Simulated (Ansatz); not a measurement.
Consider Al16P16H (cell charge +1, with a compensating background) (cell with a defect).

The calculation's input:

```
crystal:
  lattice:
    - [-5.5073398843, 5.5073398843, -5.5073398843]
    - [5.5073398843, -5.5073398843, -5.5073398843]
    - [-5.5073398843, -5.5073398843, 5.5073398843]
  atoms:
    - { symbol: Al, position: [0.4982680565, 0.2487154937, 0.2487154937] }
    - { symbol: Al, position: [0.2487154937, 0.2487154937, 0.4982680565] }
    - { symbol: Al, position: [-0.0004474372, 0.2512845063, 0.75] }
    - { symbol: Al, position: [0.75, -0.0004474372, 0.2512845063] }
    - { symbol: Al, position: [0.75, 0.2512845063, -0.0004474372] }
    - { symbol: Al, position: [0.5004474372, 0.0017319435, 0.5004474372] }
    - { symbol: Al, position: [0.2512845063, -0.0004474372, 0.75] }
    - { symbol: Al, position: [-0.0004474372, 0.75, 0.2512845063] }
    - { symbol: Al, position: [0.9949307488, 0.9949307488, 0.9949307488] }
    - { symbol: Al, position: [0.75, 0.75, 0.5050692512] }
    - { symbol: Al, position: [0.5050692512, 0.75, 0.75] }
    - { symbol: Al, position: [0.2487154937, 0.4982680565, 0.2487154937] }
    - { symbol: Al, position: [0.2512845063, 0.75, -0.0004474372] }
    - { symbol: Al, position: [0.0017319435, 0.5004474372, 0.5004474372] }
    - { symbol: Al, position: [0.75, 0.5050692512, 0.75] }
    - { symbol: Al, position: [0.5004474372, 0.5004474372, 0.0017319435] }
    - { symbol: P, position: [0.5, 0.0, 0.25] }
    - { symbol: P, position: [0.25, 0.0, 0.5] }
    - { symbol: P, position: [0.0022788534, 0.0022788534, 0.75] }
    - { symbol: P, position: [0.75, 0.75, 0.2525594151] }
    - { symbol: P, position: [0.75, 0.0022788534, 0.0022788534] }
    - { symbol: P, position: [0.4977211466, 0.75, 0.4977211466] }
    - { symbol: P, position: [0.2525594151, 0.75, 0.75] }
    - { symbol: P, position: [0.0, 0.5, 0.25] }
    - { symbol: P, position: [0.0022788534, 0.75, 0.0022788534] }
    - { symbol: P, position: [0.75, 0.4977211466, 0.4977211466] }
    - { symbol: P, position: [0.4977211466, 0.4977211466, 0.75] }
    - { symbol: P, position: [0.2474405849, 0.2474405849, 0.2474405849] }
    - { symbol: P, position: [0.25, 0.5, 0.0] }
    - { symbol: P, position: [0.0, 0.25, 0.5] }
    - { symbol: P, position: [0.75, 0.2525594151, 0.75] }
    - { symbol: P, position: [0.5, 0.25, 0.0] }
    - { symbol: H, position: [0.75, 0.75, 0.75] }
  host:
    lattice:
      - [0.0, 2.7536699422, 2.7536699422]
      - [2.7536699422, 0.0, 2.7536699422]
      - [2.7536699422, 2.7536699422, 0.0]
    atoms:
      - { symbol: Al, position: [0.0, 0.0, 0.0] }
      - { symbol: P, position: [0.75, 0.75, 0.75] }
total_charge: 1
basis:
  ecutwfc: 420
  xc_grid: 2
kpoints:
  mp_grid: { grid: [2, 2, 2], shift: [0.5, 0.5, 0.5] }
hamiltonian:
  xc: pbe
scf:
  occupations: { method: gaussian, width: 0.01 }
output:
  forces: true
  stress: false
  eigenvalues: true
  charged_corrections:
    defect_position: [0.75, 0.75, 0.75]
    epsilon: [[10.3826, 0.0, 0.0], [0.0, 10.3826, 0.0], [0.0, 0.0, 10.3826]]
  write_density: true
  write_potential: true
  elf: true
  volumetric_format: npy
relax:
  adjacent_minimum: "off"
  f_tol: 0.025
  max_steps: 45
```

Run with:

```sh
ansatz run input.yaml --threads 4 --pin off --max-ram 6144MiB --backend cpu --events-out ev --progress --plain --runs-dir out
```

The fields are those of the relaxed geometry.

All numbers below come from Ansatz, DFT PBE, scalar-relativistic, plane waves, PAW.

### What will maps of the valence pseudo-density and electron localisation function show?

Al–H (2.37 Å): ρ is about 0.14 e/Å³ halfway; the ELF climbs to about 1 towards the hydrogen.
Al–P (2.38 Å): the density is about 0.51 e/Å³ at the midpoint; the ELF peaks at about 0.95 between the atoms, as expected for localised, covalent bonding.

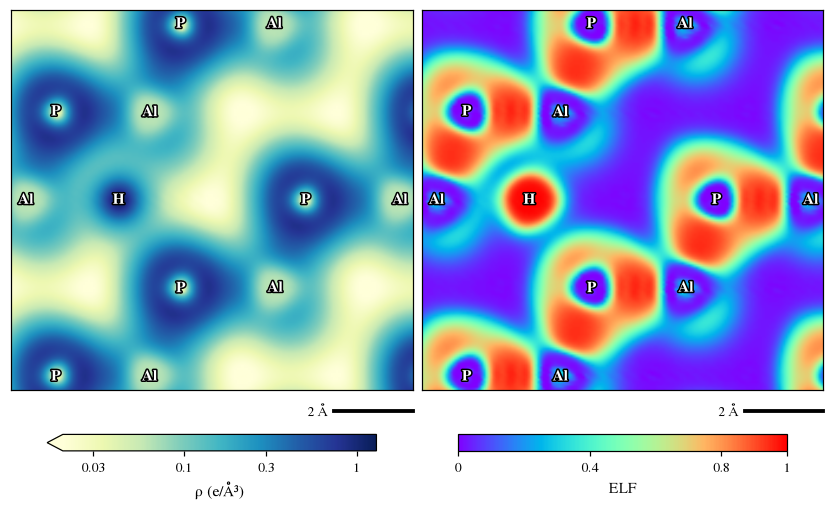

Computed valence pseudo-density and electron localisation function on the (011̄) plane of the calculation cell, in this order. 
